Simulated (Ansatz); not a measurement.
## Single-point calculation of CaF2 (part 1 of 2)

The run: single-point calculation of CaF2 (Fm-3m, 3 atoms in the cell). Method and program: DFT, LC-wPBE, plane waves, PAW, no spin polarisation (Ansatz 0.2.0).

The structure derives from an entry of the Crystallography Open Database. The geometry comes from this level: r2SCAN. Figures and captions count atoms from 1; the log counts them from 0 in places.

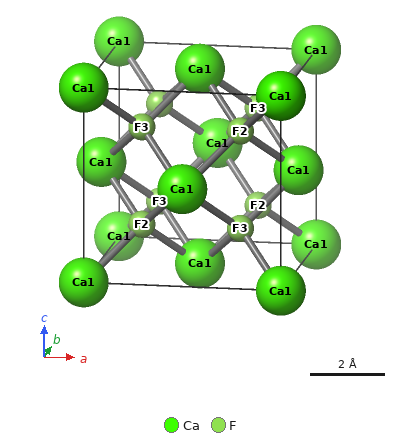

Fig. 1: The structure (ball-and-stick view of the cell 4 times as large as that of the calculation, set on its symmetry axes, seen slightly off an axis; atoms are numbered from 1 in the order of the input). Near neighbours in the crystal (not all of them lie inside the picture): Ca has 8 F at 2.36 Å; F has 4 Ca at 2.36 Å.

Input:
```yaml
crystal:
  lattice:
    - [0.0, 2.719592886, 2.719592886]
    - [2.719592886, 0.0, 2.719592886]
    - [2.719592886, 2.719592886, 0.0]
  atoms:
    - { symbol: Ca, position: [0.0, 0.0, 0.0] }
    - { symbol: F, position: [0.25, 0.25, 0.25] }
    - { symbol: F, position: [0.75, 0.75, 0.75] }
kpoints:
  mp_grid: { grid: [6, 6, 6] }
hamiltonian:
  xc: lc_wpbe
scf:
  occupations: { method: fixed }
  n_extra_bands: 4
output:
  forces: true
  stress: true
  eigenvalues: true
  write_density: true
  write_potential: true
  elf: true
  volumetric_format: npy
```

Run as:
```bash
ansatz run input.yaml --threads 2 --pin off --max-ram 2211MiB --backend cpu --events-out ev --progress --plain --runs-dir out
```

Log:
```
Warning: output.stress: scf.convergence.dr2_threshold = 1e-7 eV (the SCF's general default) is looser than the 3e-10 eV advised for a printed stress (1e-10 eV for each atom of the cell: 3). What an SCF threshold leaves in a stress goes as its square root, and in the free energy as the threshold itself, and one threshold admits the most on a small cell: of the crystals measured, under no hybrid functional and no lock of the moments, on runs that ended without the residual-converged pass, on stresses that held no estimate of that error, the worst erred by over 100 MPa in a component at 1e-7 eV an atom and by under 5 at 1e-10. Set scf.convergence.dr2_threshold to 3e-10 eV or tighter. The threshold is an SCF's pass mark: one that does not reach it within its budget of iterations ends unconverged, or closes short of it on a stop that the run arms, and scf.convergence.dr2_threshold's page says what that costs each kind of run
Warning: output.stress: scf.exx.energy_threshold = 1e-6 eV is looser than the 3e-8 eV advised for a stress under a hybrid functional (1e-8 eV for each atom of the cell: 3). Every SCF of the exchange loop can meet its threshold on dr2 while the loop round them stops early: no threshold on dr2 bounds what that leaves in the stress. Set scf.exx.energy_threshold to 3e-8 eV or tighter. The threshold is the loop's pass mark: a loop that does not reach it within its budget of cycles ends unconverged, and scf.exx.energy_threshold's page has the law
scf.n_extra_bands = 4 over 12 filled bands (N_el = 24.0): the run solves 16 bands
Engine: ansatz 0.2.0, x86_64-unknown-linux-gnu
Pseudopotentials: kind: paw
Pseudopotential: Ca, paw, valence charge 10, recommended cutoff 420 eV (normal), Ca.paw.azcp
Pseudopotential: F, paw, valence charge 7, recommended cutoff 420 eV (normal), F.paw.azcp
Functional definition: LC-wPBE
  parameter omega = 0.4/bohr
  exchange = pbe_x_sr(omega) + exact_x_lr(omega)
  correlation = pbe_c
davidson cushion auto → on  (no smearing: the cushion is to keep the highest requested band from converging to the state above it; pin scf.eigensolver.cushion to override)
Crystal: 3 atoms, lattice volume = 40.229 Å³
Basis set: ecut = 420 eV, 749 PW (Γ), exchange–correlation on 54×54×54 points (8 copies of the dense FFT grid, shifted against one another)
Bands: 16, of which v1, the nominal top of the filled ones, is band 12 counted from 1 (11 counted from 0)
Symmetry: 48 space group operations
Space group: Fm-3m (ITA 225), of the structure as read, at distance tolerance 3.4e-5 Å
k-points: 16 of 216
Non-local potential: Ca, projectors of the file, l = 0: 3, l = 1: 2, l = 2: 2
Non-local potential: F, projectors of the file, l = 0: 2, l = 1: 2, l = 2: 1
PAW form: soft (Blöchl's): semilocal exchange-correlation on the pseudo side does not see the compensation charge
PAW frozen core: Ca, regenerated for the run's functional, and the local potential with it (the file was generated under x = pbe(κ = 0.804, μ = 0.2195149727645171), c = pbe(β = 0.06672455060314922))
PAW frozen core: F, regenerated for the run's functional, and the local potential with it (the file was generated under x = pbe(κ = 0.804, μ = 0.2195149727645171), c = pbe(β = 0.06672455060314922))
PAW one-centre angular grid: Ca, 110 points (default); XC on 64 Gauss nodes
PAW one-centre angular grid: F, 110 points (default); XC on 64 Gauss nodes
Initial density: superposition of atomic densities (neutral atoms: chi_scale 0, normalization atom), corrected by the library's trained network
Initial wavefunctions: pseudopotential atomic-orbital guess
Functional: x = pbe(κ = 0.804, μ = 0.2195149727645171), c = pbe(β = 0.06672455060314922), warm-up for x = pbe(κ = 0.804, μ = 0.2195149727645171) + 1 (exact − pbe) at long range (ω = 0.7558904498503081 Å⁻¹), c = pbe(β = 0.06672455060314922)
SCF iter   1: F=—  HF=-3439.794104 eV  |F-HF|=—  |Δ(HF+E_count)|=         —  Δρ=4.44e-4  dr2=1.35e-5  ethr=1.77e-3  ⟨swp⟩=2.0  Hψ=1899  notcnv=0
preconditioner: auto → none  [insulator: Δε(μ)=7.385 eV  Ē_g=18.494 eV  n_scr=14 (ndim 8)  ℏωp=27.5 eV  f_vac=0.115]
SCF iter   2: F=-3439.794473 eV  HF=-3439.794382 eV  |F-HF|=9.13e-5  |Δ(HF+E_count)|=   2.77e-4  Δρ=2.18e-4  dr2=2.69e-6  ethr=5.62e-8  ⟨swp⟩=5.1  Hψ=1043  notcnv=0
SCF 1 stopped early in 2 iterations: F = -3439.794473 eV  dr2 = 2.69e-6
  greatest PAW one-centre occupation: 0.995 electrons in one spin orbital (limit 2), on the Ca atom at site 0 (counted from 0), in its partial waves of l = 0
Initial density: handed on by an earlier stage of this run
Initial wavefunctions: those handed on with the density
Functional: x = pbe(κ = 0.804, μ = 0.2195149727645171) + 1 (exact − pbe) at long range (ω = 0.7558904498503081 Å⁻¹), c = pbe(β = 0.06672455060314922)
Exchange kernel: α = 0.0000 at short range, 1.0000 at long range (ω = 0.7559 Å⁻¹), several ranges, Wigner–Seitz truncation, v(0) = 14573.2368 eV·Å³, q-mesh 6×6×6, nearest image of the exchange supercell L = 23.08 Å, pair-density grid 20×20×20, without the augmentation charges, whose exchange is taken in its separable form by FFT convolution over the k-point mesh (sized by the pseudopotential files, none under that of scf.exx.ecutfock_ratio: 2, 24×24×24 at the most), smooth part of the exact exchange by density-matrix convolution
Frozen-core exchange: fock
SCF iter   1: F=—  HF=-3444.134826 eV  |F-HF|=—  |Δ(HF+E_count)|=         —  Δρ=6.02e-3  dr2=1.98e-2  ethr=1.12e-7  ⟨swp⟩=8.4  Hψ=1618  notcnv=0
preconditioner: auto → none  [insulator: Δε(μ)=15.075 eV  Ē_g=27.858 eV  n_scr=14 (ndim 8)  ℏωp=27.5 eV  f_vac=0.115]
SCF iter   2: F=—  HF=-3444.126850 eV  |F-HF|=—  |Δ(HF+E_count)|=   7.98e-3  Δρ=3.04e-3  dr2=7.32e-3  ethr=1.12e-7  ⟨swp⟩=6.1  Hψ=1240  notcnv=0
SCF iter   3: F=—  HF=-3444.159940 eV  |F-HF|=—  |Δ(HF+E_count)|=   3.31e-2  Δρ=1.70e-3  dr2=2.04e-3  ethr=1.12e-7  ⟨swp⟩=4.8  Hψ=1099  notcnv=0
SCF iter   4: F=—  HF=-3444.159207 eV  |F-HF|=—  |Δ(HF+E_count)|=   7.33e-4  Δρ=6.95e-4  dr2=5.21e-4  ethr=1.12e-7  ⟨swp⟩=5.0  Hψ=1051  notcnv=0
SCF iter   5: F=—  HF=-3444.161358 eV  |F-HF|=—  |Δ(HF+E_count)|=   2.15e-3  Δρ=5.88e-4  dr2=1.61e-4  ethr=1.12e-7  ⟨swp⟩=4.0  Hψ=942  notcnv=0
iter 6 solved again at ethr=1.58e-9 eV; its pass at ethr=1.12e-7 eV (dr2=3.78e-7 eV) is discarded
SCF iter   6: F=-3444.161324 eV  HF=-3444.161308 eV  |F-HF|=1.52e-5  |Δ(HF+E_count)|=   5.00e-5  Δρ=5.24e-5  dr2=2.62e-5  ethr=1.58e-9  ⟨swp⟩=2.1  Hψ=1493  notcnv=0
SCF 2 stopped early in 6 iterations: F = -3444.161324 eV  dr2 = 2.62e-5
hybrid outer 1: dexx = +4.421e-2 eV, tail = 1.47e-4 eV
Exchange kernel: α = 0.0000 at short range, 1.0000 at long range (ω = 0.7559 Å⁻¹), several ranges, Wigner–Seitz truncation, v(0) = 14573.2368 eV·Å³, q-mesh 6×6×6, nearest image of the exchange supercell L = 23.08 Å, pair-density grid 20×20×20, without the augmentation charges, whose exchange is taken in its separable form by FFT convolution over the k-point mesh (sized by the pseudopotential files, none under that of scf.exx.ecutfock_ratio: 2, 24×24×24 at the most), smooth part of the exact exchange by density-matrix convolution
Frozen-core exchange: fock
SCF iter   1: F=—  HF=-3444.162047 eV  |F-HF|=—  |Δ(HF+E_count)|=         —  Δρ=1.69e-4  dr2=1.61e-5  ethr=3.07e-6  ⟨swp⟩=2.8  Hψ=598  notcnv=0
preconditioner: auto → none  [insulator: Δε(μ)=15.054 eV  Ē_g=27.731 eV  n_scr=14 (ndim 8)  ℏωp=27.5 eV  f_vac=0.122]
SCF iter   2: F=—  HF=-3444.162045 eV  |F-HF|=—  |Δ(HF+E_count)|=   1.68e-6  Δρ=1.84e-5  dr2=3.03e-6  ethr=4.94e-8  ⟨swp⟩=4.0  Hψ=840  notcnv=0
SCF iter   3: F=—  HF=-3444.162061 eV  |F-HF|=—  |Δ(HF+E_count)|=   1.59e-5  Δρ=4.16e-5  dr2=9.09e-7  ethr=1.76e-10  ⟨swp⟩=4.4  Hψ=1051  notcnv=0
SCF iter   4: F=—  HF=-3444.162061 eV  |F-HF|=—  |Δ(HF+E_count)|=   2.75e-7  Δρ=3.65e-6  dr2=2.26e-7  ethr=1.76e-10  ⟨swp⟩=4.8  Hψ=997  notcnv=0
SCF iter   5: F=—  HF=-3444.162062 eV  |F-HF|=—  |Δ(HF+E_count)|=   1.11e-6  Δρ=1.05e-5  dr2=6.23e-8  ethr=4.53e-12  ⟨swp⟩=4.6  Hψ=1076  notcnv=0
SCF iter   6: F=—  HF=-3444.162062 eV  |F-HF|=—  |Δ(HF+E_count)|=   1.66e-8  Δρ=3.60e-7  dr2=1.79e-8  ethr=4.53e-12  ⟨swp⟩=4.9  Hψ=1031  notcnv=0
SCF iter   7: F=-3444.162062 eV  HF=-3444.162062 eV  |F-HF|=3.32e-9  |Δ(HF+E_count)|=   8.45e-8  Δρ=3.16e-6  dr2=5.89e-9  ethr=1.00e-12  ⟨swp⟩=4.0  Hψ=1038  notcnv=0
SCF 3 converged in 7 iterations: F = -3444.162062 eV  dr2 = 5.89e-9
  Residual-converged pass: ⟨swp⟩=2.0  Hψ=399  notcnv=0  max |occ|·‖R‖ = 2.4e-6 eV (tolerance 2.4e-6 eV)  dr2=5.90e-9  dr2_onsite=1.69e-10  max |Δocc| = 0.0e0
hybrid outer 2: dexx = +2.442e-5 eV, tail = 2.87e-7 eV, Δε = 5.78e-3 eV (about 2.69e-4 eV left of the loop's levels)
Exchange kernel: α = 0.0000 at short range, 1.0000 at long range (ω = 0.7559 Å⁻¹), several ranges, Wigner–Seitz truncation, v(0) = 14573.2368 eV·Å³, q-mesh 6×6×6, nearest image of the exchange supercell L = 23.08 Å, pair-density grid 20×20×20, without the augmentation charges, whose exchange is taken in its separable form by FFT convolution over the k-point mesh (sized by the pseudopotential files, none under that of scf.exx.ecutfock_ratio: 2, 24×24×24 at the most), smooth part of the exact exchange by density-matrix convolution
Frozen-core exchange: fock
SCF iter   1: F=—  HF=-3444.162064 eV  |F-HF|=—  |Δ(HF+E_count)|=         —  Δρ=6.31e-6  dr2=1.70e-8  ethr=5.99e-9  ⟨swp⟩=3.0  Hψ=614  notcnv=0
preconditioner: auto → none  [insulator: Δε(μ)=15.053 eV  Ē_g=27.728 eV  n_scr=14 (ndim 8)  ℏωp=27.5 eV  f_vac=0.122]
SCF iter   2: F=-3444.162064 eV  HF=-3444.162064 eV  |F-HF|=5.18e-11  |Δ(HF+E_count)|=   3.34e-9  Δρ=6.64e-7  dr2=1.06e-9  ethr=6.48e-11  ⟨swp⟩=4.0  Hψ=816  notcnv=0
SCF 4 converged in 2 iterations: F = -3444.162064 eV  dr2 = 1.06e-9
  Residual-converged pass: ⟨swp⟩=2.7  Hψ=525  notcnv=0  max |occ|·‖R‖ = 2.4e-6 eV (tolerance 2.4e-6 eV)  dr2=1.07e-9  dr2_onsite=8.98e-12  max |Δocc| = 0.0e0
```

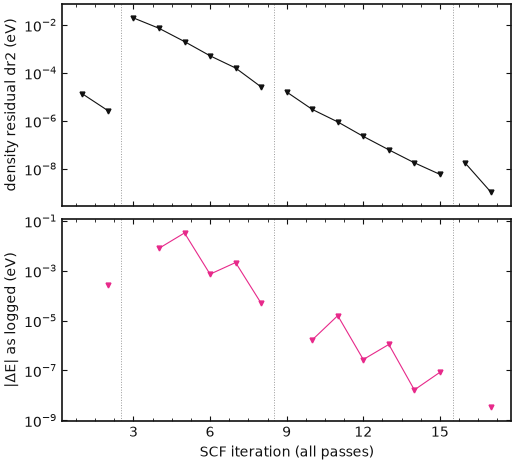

Fig. 2: Convergence of the self-consistent field: density residual dr2 and size of the energy change against the SCF iteration. The run starts with a semilocal functional; after that each stretch between dotted lines is one SCF of the hybrid functional between two exact rebuilds of the exchange operator by the outer loop. Early passes are stopped at a loose threshold. The passes take 2, 6, 7 and 2 iterations.

```
hybrid outer 3: dexx = +7.088e-9 eV, tail = 2.84e-9 eV, Δε = 1.76e-4 eV (about 2.85e-5 eV left of the loop's levels), ΔF = 8.67e-18 eV/Å (tail 8.09e-18)
hybrid SCF converged: 3 outer / 15 inner (+2 warm-up), last move |dexx| = 7.09e-9 eV, tail = 2.84e-9 eV
Stability not checked: this state was not tested for a lower state beside it, because the functional holds exact exchange (a hybrid, or Hartree-Fock), whose exchange loop this test does not read (fock_operator; see scf.lower_state_search)
Free energy (F): -3444.162064 eV
Frozen-core exchange: fock
Harris-Foulkes:  -3444.162064 eV  (|F-HF|=5.18e-11)
Internal energy: -3444.162064 eV  (E = F + TS)
E sigma→0 (E₀):  -3444.162064 eV
Fermi energy:    -1.330189 eV
```
